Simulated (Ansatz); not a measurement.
H$_{8}$C$_{35}$ (slab)

```xyz
43
Lattice="9.8602 0.0000 0.0000 -4.9301 8.5392 0.0000 0.0000 0.0000 19.8138" Properties=species:S:1:pos:R:3 pbc="T T T"
C     2.4651    2.8464    8.0000
C     1.2326    4.9810    7.9840
C     0.0000    7.1157    7.9812
C     3.6975    0.7114    7.9935
C     4.9300    2.8462    7.9911
C     3.6974    4.9810    7.9764
C     2.4651    7.1157    7.9644
C     6.1627    0.7114    7.9786
C     7.3951    2.8459    7.9850
C     6.1624    4.9809    7.9814
C     4.9299    7.1156    7.9657
C     8.6276    0.7111    7.9719
C    -0.0001    2.8460    7.9925
C    -1.2326    4.9809    7.9877
C    -2.4651    7.1157    7.9836
C     1.2324    0.7112    7.9883
C     2.4649    1.4231    7.9984
C     1.2324    3.5578    7.9955
C     0.0000    5.6926    7.9844
C    -1.2326    7.8274    7.9873
C     4.9301    1.4230    7.9901
C     3.6975    3.5580    7.9919
C     2.4651    5.6924    7.9717
C     1.2325    7.8274    7.9733
C     7.3952    1.4228    7.9772
C     6.1626    3.5577    7.9867
C     4.9299    5.6925    7.9719
C     3.6975    7.8274    7.9626
C    -0.0002    1.4227    7.9854
C    -1.2326    3.5576    7.9893
C    -2.4652    5.6925    7.9844
C    -3.6978    7.8272    7.9778
C     8.0361    0.0754   11.5760
C     4.0984    7.4533   11.5923
C     3.4061    6.0916   11.6269
H     8.5469    1.0452   11.5152
H     7.3578    0.0021   10.7143
H     7.4144    0.0799   12.4825
H     4.7649    7.5501   12.4629
H     4.7481    7.5129   10.7068
H     4.1296    5.2668   11.5925
H     2.8072    5.9733   12.5412
H     2.7262    5.9735   10.7718
```

The SCF solution may not be the lowest one.

Level of theory: DFT PBE+D3(BJ), scalar-relativistic, plane waves, PAW in Ansatz.

In a PAW calculation such maps are meaningful between the atoms, not at the nuclei.

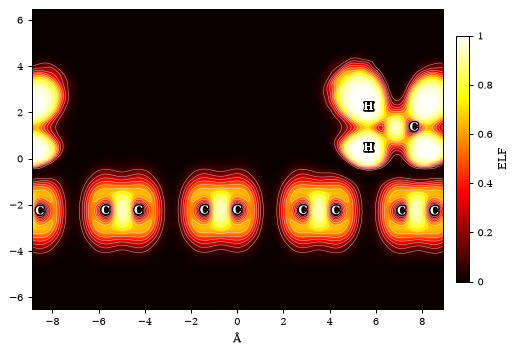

Figure 1. ELF on the (110) plane of the calculation cell, a cut from vacuum to vacuum.

Q: What does the map show?

A: The plane passes through C and H nuclei. Atoms just off the plane (C, 0.4 Å away and H, 0.3 Å away) can leave unmarked features too. C–C (1.42 Å): the ELF peaks at about 0.95 between the atoms, as expected for localised, covalent bonding.

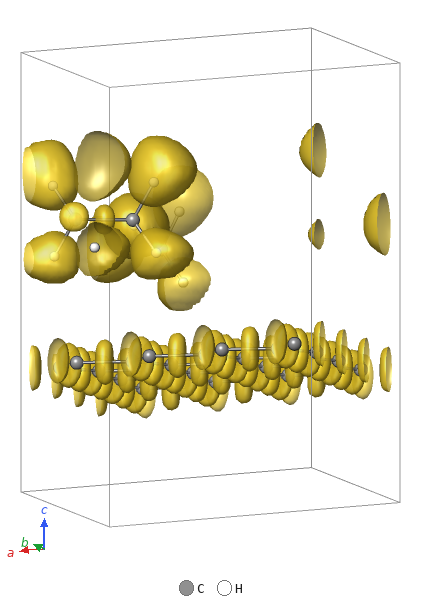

Figure 2. Isosurface of the electron localisation function at 0.85 (yellow), seen at an oblique angle. Core shells and regions of very low density are left out. Sticks mark near contacts.

Q: Where are the electrons localised?

A: The surface consists of 50 regions between bonded C–C atoms (shared pairs) and eight regions around hydrogen nuclei, counted in one cell of 43 atoms. Counts are for one cell; the picture repeats the cell along the surface.


C–H (1.10 Å): the ELF climbs to about 1 towards the hydrogen, as it does in any bond to H: an ordinary covalent bond to hydrogen.
